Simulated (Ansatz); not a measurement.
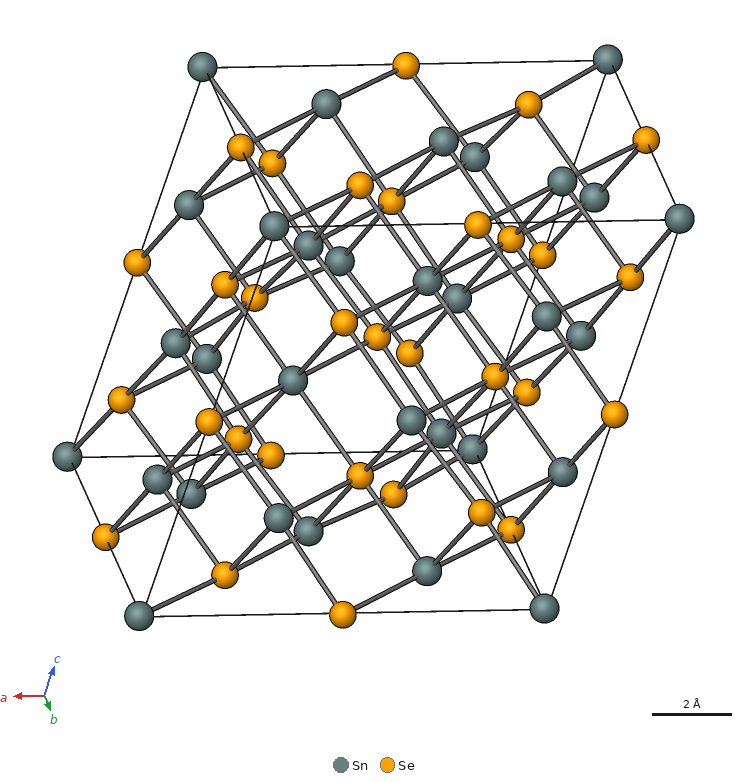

*The input geometry (ball-and-stick view of the cell of the calculation, seen at an oblique angle). An atom can appear more than once, as a periodic image.*

## Geometry relaxation of Sn15Se16 (part 1 of 2)

The run: geometry relaxation of Sn15Se16 (defect cell, 31 atoms in the cell). Method and program: DFT PBE, scalar-relativistic, plane waves, PAW, no spin polarisation (Ansatz 0.2.0).

The structure derives from a Materials Project entry. It belongs to a series of runs on one base structure; here: Sn vacancy (site a), charge +0, atoms relaxed at the host's cell, started again with a moment of 0 μB.

Input
```yaml
crystal:
  lattice:
    - [-6.0615971581, 6.0615971581, -6.0615971581]
    - [6.0615971581, -6.0615971581, -6.0615971581]
    - [-6.0615971581, -6.0615971581, 6.0615971581]
  atoms:
    - { symbol: Sn, position: [0.2540812657, 0.25, 0.4959187343] }
    - { symbol: Sn, position: [0.0, 0.25, 0.75] }
    - { symbol: Sn, position: [0.7459187343, 0.0040812657, 0.25] }
    - { symbol: Sn, position: [0.7459187343, 0.25, 0.0040812657] }
    - { symbol: Sn, position: [0.5, 0.0040812657, 0.4959187343] }
    - { symbol: Sn, position: [0.2540812657, 0.0040812657, 0.7581625314] }
    - { symbol: Sn, position: [0.0, 0.75, 0.25] }
    - { symbol: Sn, position: [1.0081625314, 1.0040812657, 1.0040812657] }
    - { symbol: Sn, position: [0.7459187343, 0.7418374686, 0.4959187343] }
    - { symbol: Sn, position: [0.5, 0.75, 0.75] }
    - { symbol: Sn, position: [0.2540812657, 0.4959187343, 0.25] }
    - { symbol: Sn, position: [0.2540812657, 0.7581625314, 0.0040812657] }
    - { symbol: Sn, position: [-0.0081625314, 0.4959187343, 0.4959187343] }
    - { symbol: Sn, position: [0.7459187343, 0.4959187343, 0.7418374686] }
    - { symbol: Sn, position: [0.5, 0.4959187343, 0.0040812657] }
    - { symbol: Se, position: [0.7569667113, 0.25, 0.5069667113] }
    - { symbol: Se, position: [0.5, 0.25, 0.75] }
    - { symbol: Se, position: [0.2430332887, 0.25, -0.0069667113] }
    - { symbol: Se, position: [0.0, 0.0, 0.5] }
    - { symbol: Se, position: [0.0, 0.25, 0.25] }
    - { symbol: Se, position: [0.75, 0.0, 0.75] }
    - { symbol: Se, position: [0.5, -0.0069667113, -0.0069667113] }
    - { symbol: Se, position: [0.25, 0.75, 0.5] }
    - { symbol: Se, position: [0.2430332887, -0.0069667113, 0.25] }
    - { symbol: Se, position: [0.0, 0.75, 0.75] }
    - { symbol: Se, position: [0.75, 0.75, 0.0] }
    - { symbol: Se, position: [0.5, 0.5069667113, 0.5069667113] }
    - { symbol: Se, position: [0.5, 0.75, 0.25] }
    - { symbol: Se, position: [0.25, 0.5, 0.75] }
    - { symbol: Se, position: [0.0, 0.5, 0.0] }
    - { symbol: Se, position: [0.7569667113, 0.5069667113, 0.25] }
  host:
    lattice:
      - [0.0, 3.030798579, 3.030798579]
      - [3.030798579, 0.0, 3.030798579]
      - [3.030798579, 3.030798579, 0.0]
    atoms:
      - { symbol: Sn, position: [0.0, 0.0, 0.0] }
      - { symbol: Se, position: [0.5, 0.5, 0.5] }
basis:
  ecutwfc: 420
  xc_grid: 2
kpoints:
  mp_grid: { grid: [2, 2, 2], shift: [0.5, 0.5, 0.5] }
hamiltonian:
  xc: pbe
scf:
  occupations: { method: gaussian, width: 0.02 }
output:
  forces: true
  stress: false
  eigenvalues: true
  charged_corrections: { defect_position: [0.5, 0.25, 0.25] }
  write_density: true
  write_potential: true
  elf: true
  volumetric_format: npy
relax:
  adjacent_minimum: "off"
  f_tol: 0.025
  max_steps: 45
```

Run on 4 threads of Arm Neoverse V1, 24 GiB of memory available, shared host.

Launched with:
```bash
ansatz run input.yaml --threads 4 --pin off --max-ram 10240MiB --backend cpu --events-out ev --progress --plain --runs-dir out
```

The program's output
```
Engine: ansatz 0.2.0, aarch64-unknown-linux-gnu
Pseudopotentials: kind: paw
Pseudopotential: Sn, paw, valence charge 14, recommended cutoff 420 eV (normal), Sn.paw.azcp
Pseudopotential: Se, paw, valence charge 16, recommended cutoff 420 eV (normal), Se.paw.azcp
Functional definition: PBE
  parameter kappa = 0.804
  parameter beta = 0.06672455060314922
  exchange = pbe_x(kappa = kappa, mu = beta*pi^2/3)
  correlation = pbe_c(beta = beta)
Crystal: 31 atoms, lattice volume = 890.884 Å³
Basis set: ecut = 420 eV, 17549 PW (Γ), exchange–correlation on 144×144×144 points (8 copies of the dense FFT grid, shifted against one another)
Bands: 280, of which v1, the nominal top of the filled ones, is band 233 counted from 1 (232 counted from 0)
Symmetry: 48 space group operations
Space group: Im-3m (ITA 229), of the structure as read, at distance tolerance 9.6e-5 Å
k-points: 2 of 8
Non-local potential: Sn, projectors of the file, l = 0: 2, l = 1: 2, l = 2: 2, l = 3: 2
Non-local potential: Se, projectors of the file, l = 0: 2, l = 1: 2, l = 2: 3, l = 3: 1
PAW form: soft (Blöchl's): semilocal exchange-correlation on the pseudo side does not see the compensation charge
PAW one-centre angular grid: Sn, 590 points (default); XC on 64 Gauss nodes
PAW one-centre angular grid: Se, 590 points (default); XC on 64 Gauss nodes
Initial density: superposition of atomic densities (neutral atoms: chi_scale 0, normalization atom), corrected by the library's trained network
Initial wavefunctions: pseudopotential atomic-orbital guess
Functional: x = pbe(κ = 0.804, μ = 0.2195149727645171), c = pbe(β = 0.06672455060314922)
SCF iter   1: F=—  HF=-177880.871226 eV  |F-HF|=—  |Δ(HF+E_count)|=         —  Δρ=2.75e-3  dr2=1.87e-1  ethr=1.77e-3  ⟨swp⟩=6.0  Hψ=2052  notcnv=0
preconditioner: auto → LDOS  [insulator: Δε(μ)=0.096 eV  Ē_g=16.418 eV  σ=0.020 eV  W_gap=0.83  n_scr=224 (ndim 8)  ℏωp=21.8 eV  f_vac=0.043  D(μ)=53.00/eV (n_scr^D=554)  ε∞_Penn≈2.8  β→1.0]
SCF iter   2: F=—  HF=-177880.821659 eV  |F-HF|=—  |Δ(HF+E_count)|=   4.96e-2  Δρ=1.61e-3  dr2=2.39e-2  ethr=4.01e-5  ⟨swp⟩=2.5  Hψ=792  notcnv=0  defer=84
SCF iter   3: F=—  HF=-177880.821826 eV  |F-HF|=—  |Δ(HF+E_count)|=   1.67e-4  Δρ=1.18e-3  dr2=5.33e-2  ethr=5.14e-6  ⟨swp⟩=2.0  Hψ=787  notcnv=0  defer=84
SCF iter   4: F=—  HF=-177880.816292 eV  |F-HF|=—  |Δ(HF+E_count)|=   5.53e-3  Δρ=5.07e-4  dr2=5.47e-3  ethr=5.14e-6  ⟨swp⟩=2.0  Hψ=604  notcnv=0  defer=84
SCF iter   5: F=—  HF=-177880.815798 eV  |F-HF|=—  |Δ(HF+E_count)|=   4.95e-4  Δρ=5.61e-4  dr2=7.64e-3  ethr=1.17e-6  ⟨swp⟩=2.0  Hψ=843  notcnv=0  defer=84
SCF iter   6: F=—  HF=-177880.815028 eV  |F-HF|=—  |Δ(HF+E_count)|=   7.70e-4  Δρ=3.05e-4  dr2=2.73e-3  ethr=1.17e-6  ⟨swp⟩=1.5  Hψ=484  notcnv=0  defer=84
SCF iter   7: F=—  HF=-177880.814679 eV  |F-HF|=—  |Δ(HF+E_count)|=   3.48e-4  Δρ=1.89e-4  dr2=9.79e-4  ethr=5.85e-7  ⟨swp⟩=2.0  Hψ=594  notcnv=0  defer=84
SCF iter   8: F=—  HF=-177880.814498 eV  |F-HF|=—  |Δ(HF+E_count)|=   1.81e-4  Δρ=5.33e-5  dr2=7.34e-5  ethr=2.10e-7  ⟨swp⟩=2.0  Hψ=904  notcnv=0  defer=84
SCF iter   9: F=—  HF=-177880.814505 eV  |F-HF|=—  |Δ(HF+E_count)|=   6.23e-6  Δρ=4.99e-5  dr2=6.65e-5  ethr=1.58e-8  ⟨swp⟩=2.0  Hψ=596  notcnv=0  defer=84
SCF iter  10: F=—  HF=-177880.814503 eV  |F-HF|=—  |Δ(HF+E_count)|=   1.93e-6  Δρ=3.15e-5  dr2=3.15e-5  ethr=1.43e-8  ⟨swp⟩=1.0  Hψ=476  notcnv=0  defer=84
SCF iter  11: F=-177880.814490 eV  HF=-177880.814500 eV  |F-HF|=9.97e-6  |Δ(HF+E_count)|=   2.53e-6  Δρ=1.94e-5  dr2=1.11e-5  ethr=3.35e-9  ⟨swp⟩=15.5  Hψ=5666  notcnv=0
SCF 1 converged in 11 iterations: F = -177880.814490 eV  dr2 = 1.11e-5
  greatest PAW one-centre occupation: 1.000 electrons in one spin orbital (limit 2), on the Se atom at site 24 (counted from 0), in its partial waves of l = 2
relax step   1: F+E_penalty+E_count = -177880.81449022 eV  Δ(F+E_penalty+E_count) = +0.000e0 eV  max|allowed force component| = 3.552e-2 eV/Å  Δτ_max = 0.0000 Å  (11 SCF iters, dr2 threshold 1.56e-5 eV, accepted)
Initial density: handed on by an earlier stage of this run
Initial wavefunctions: those handed on with the density
iter 1 solved again at ethr=3.39e-6 eV; its pass at ethr=3.10e-3 eV (dr2=1.58e-2 eV) is discarded
SCF iter   1: F=—  HF=-177880.818655 eV  |F-HF|=—  |Δ(HF+E_count)|=         —  Δρ=8.71e-4  dr2=1.58e-2  ethr=3.39e-6  ⟨swp⟩=1.0  Hψ=1316  notcnv=0  defer=84
preconditioner: auto → LDOS  [insulator: Δε(μ)=0.036 eV  Ē_g=16.418 eV  σ=0.020 eV  W_gap=0.77  n_scr=224 (ndim 8)  ℏωp=21.8 eV  f_vac=0.045  D(μ)=67.41/eV (n_scr^D=766)  ε∞_Penn≈2.8  β→1.0]
SCF iter   2: F=—  HF=-177880.817021 eV  |F-HF|=—  |Δ(HF+E_count)|=   1.63e-3  Δρ=4.06e-4  dr2=2.05e-3  ethr=3.39e-6  ⟨swp⟩=2.0  Hψ=804  notcnv=0  defer=84
SCF iter   3: F=—  HF=-177880.816691 eV  |F-HF|=—  |Δ(HF+E_count)|=   3.29e-4  Δρ=2.30e-4  dr2=2.06e-3  ethr=4.39e-7  ⟨swp⟩=2.0  Hψ=820  notcnv=0  defer=84
SCF iter   4: F=—  HF=-177880.816478 eV  |F-HF|=—  |Δ(HF+E_count)|=   2.14e-4  Δρ=6.86e-5  dr2=1.05e-4  ethr=4.39e-7  ⟨swp⟩=2.0  Hψ=566  notcnv=0  defer=84
SCF iter   5: F=—  HF=-177880.816486 eV  |F-HF|=—  |Δ(HF+E_count)|=   7.90e-6  Δρ=4.34e-5  dr2=4.26e-5  ethr=2.25e-8  ⟨swp⟩=2.0  Hψ=753  notcnv=0  defer=84
SCF iter   6: F=—  HF=-177880.816285 eV  |F-HF|=—  |Δ(HF+E_count)|=   2.00e-4  Δρ=2.93e-5  dr2=2.19e-5  ethr=9.14e-9  ⟨swp⟩=2.0  Hψ=737  notcnv=0  defer=84
SCF iter   7: F=—  HF=-177880.816281 eV  |F-HF|=—  |Δ(HF+E_count)|=   3.97e-6  Δρ=1.74e-5  dr2=7.58e-6  ethr=4.70e-9  ⟨swp⟩=2.0  Hψ=575  notcnv=0  defer=84
SCF iter   8: F=—  HF=-177880.816280 eV  |F-HF|=—  |Δ(HF+E_count)|=   1.42e-6  Δρ=8.74e-6  dr2=1.83e-6  ethr=1.63e-9  ⟨swp⟩=2.0  Hψ=843  notcnv=0  defer=84
SCF iter   9: F=—  HF=-177880.816279 eV  |F-HF|=—  |Δ(HF+E_count)|=   6.09e-7  Δρ=4.12e-6  dr2=4.85e-7  ethr=3.94e-10  ⟨swp⟩=2.0  Hψ=904  notcnv=0  defer=84
SCF iter  10: F=—  HF=-177880.816279 eV  |F-HF|=—  |Δ(HF+E_count)|=   2.15e-9  Δρ=1.96e-6  dr2=1.03e-7  ethr=1.04e-10  ⟨swp⟩=2.0  Hψ=582  notcnv=0  defer=84
SCF iter  11: F=-177880.816279 eV  HF=-177880.816279 eV  |F-HF|=5.58e-8  |Δ(HF+E_count)|=   7.04e-9  Δρ=1.54e-6  dr2=5.59e-8  ethr=2.15e-11  ⟨swp⟩=13.0  Hψ=3900  notcnv=0
SCF 2 converged in 11 iterations: F = -177880.816279 eV  dr2 = 5.59e-8
relax step   2: F+E_penalty+E_count = -177880.81627913 eV  Δ(F+E_penalty+E_count) = -1.789e-3 eV  max|allowed force component| = 3.730e-3 eV/Å  Δτ_max = 0.0156 Å  (11 SCF iters, accepted)
```

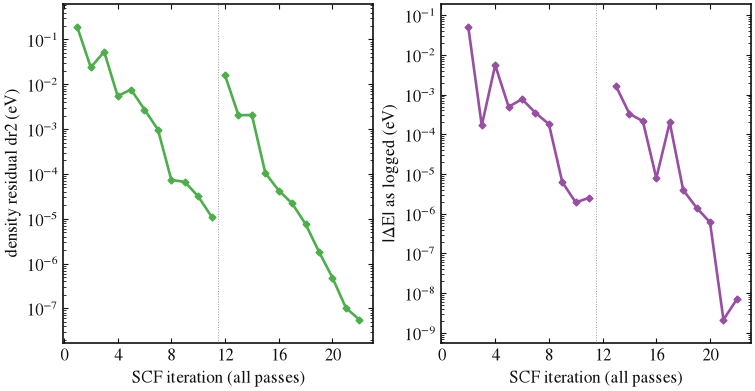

*Convergence of the self-consistent field: density residual dr2 and size of the energy change against the SCF iteration. The dotted lines part the SCF passes of the relaxation: geometry steps, rejected trials and re-solves on a re-selected basis.*

The passes take 11 and 11 iterations.

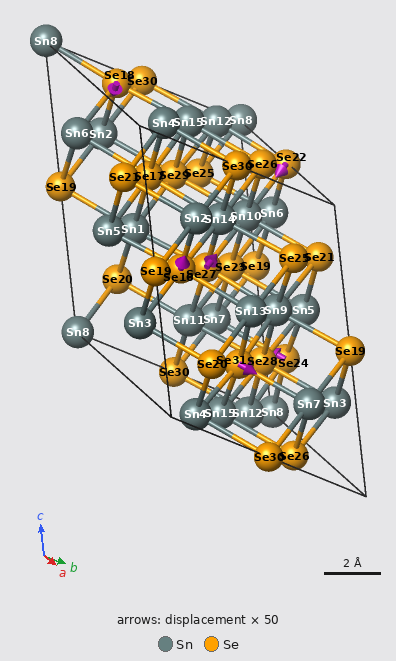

*The starting structure with the displacements as pink arrows, magnified 50 times (ball-and-stick view of the cell of the calculation, seen slightly off an axis).*

The energy falls by 1.8 meV per cell of the calculation in 1 geometry step. The largest force component goes from 0.036 to 0.0037 eV/Å. The largest moves, 0.016 Å, are those of Se16, Se18, Se22, Se24, Se27 and Se31. Sn stays in place. The lattice vectors keep their values. Among the contacts that change: Sn10–Se22 2.946 → 2.931 Å. (Atoms are counted from 1 in the order of the input.)

```
SCF converged after 11 iterations
Free energy (F): -177880.816279 eV
Harris-Foulkes:  -177880.816279 eV  (|F-HF|=5.58e-8)
Internal energy: -177880.798003 eV  (E = F + TS)
E sigma→0 (E₀):  -177880.807141 eV
Entropy (-TS):   -0.018276 eV (-0.590 meV/atom)
Fermi energy:    8.060041 eV
--- Per-component energies (eV) ---
  E_band       = -7867.308455
  E_kinetic    = 4653.630476
  E_local      = -54794.358549  (includes V_loc(G=0)·N_el)
  E_nonlocal   = -10023.137721
  E_hartree    = 28525.615231
  E_xc         = -7409.480097
  E_vxc        = -3009.363388  (∫ρ·V_xc dr)
  E_paw        = -92575.371941  (= ΣΔE_a)
  E_vpaw       = -1745.301740  (= ΣTr[D̂ρ^β])
  E_aug_tail   = -0.009031  (compensation charges beyond the density's cutoff)
  E_ewald      = -46257.686371
  E_smearing   = -0.018276  (= −TS)
  E_closure    = 0.000000  (closes the sum)
  Σ components = -177880.816279   (vs F -177880.816279, Δ=0.00e0)
--- Forces (eV/Å), atoms counted from 1 ---
  atom   1  Sn    -0.00000000    -0.00373010     0.00373010
  atom   2  Sn     0.00000000     0.00000000    -0.00000000
  atom   3  Sn    -0.00373010     0.00373010    -0.00000000
  atom   4  Sn    -0.00000000     0.00373010    -0.00373010
  atom   5  Sn    -0.00373010    -0.00000000     0.00373010
  atom   6  Sn     0.00373010     0.00373010    -0.00000000
  atom   7  Sn    -0.00000000     0.00000000     0.00000000
  atom   8  Sn     0.00373010     0.00000000     0.00373010
  atom   9  Sn    -0.00000000    -0.00373010    -0.00373010
  atom  10  Sn    -0.00000000    -0.00000000    -0.00000000
  atom  11  Sn     0.00373010    -0.00373010     0.00000000
  atom  12  Sn    -0.00000000     0.00373010     0.00373010
  atom  13  Sn    -0.00373010     0.00000000    -0.00373010
  atom  14  Sn    -0.00373010    -0.00373010     0.00000000
  atom  15  Sn     0.00373010     0.00000000    -0.00373010
  atom  16  Se    -0.00173505    -0.00000000     0.00000000
  atom  17  Se    -0.00000000    -0.00000000    -0.00000000
  atom  18  Se     0.00173505     0.00000000    -0.00000000
  atom  19  Se    -0.00000000     0.00000000     0.00000000
  atom  20  Se     0.00000000     0.00000000     0.00000000
  atom  21  Se    -0.00000000    -0.00000000     0.00000000
  atom  22  Se     0.00000000     0.00173505     0.00000000
  atom  23  Se     0.00000000     0.00000000    -0.00000000
  atom  24  Se     0.00000000     0.00000000     0.00173505
  atom  25  Se    -0.00000000    -0.00000000     0.00000000
  atom  26  Se     0.00000000    -0.00000000     0.00000000
  atom  27  Se     0.00000000    -0.00173505    -0.00000000
  atom  28  Se     0.00000000     0.00000000    -0.00000000
  atom  29  Se    -0.00000000    -0.00000000     0.00000000
  atom  30  Se    -0.00000000     0.00000000     0.00000000
  atom  31  Se     0.00000000     0.00000000    -0.00173505
  max |Σ_I F_I| component: 7.59e-18 eV/Å
--- Band table (eV) ---
```
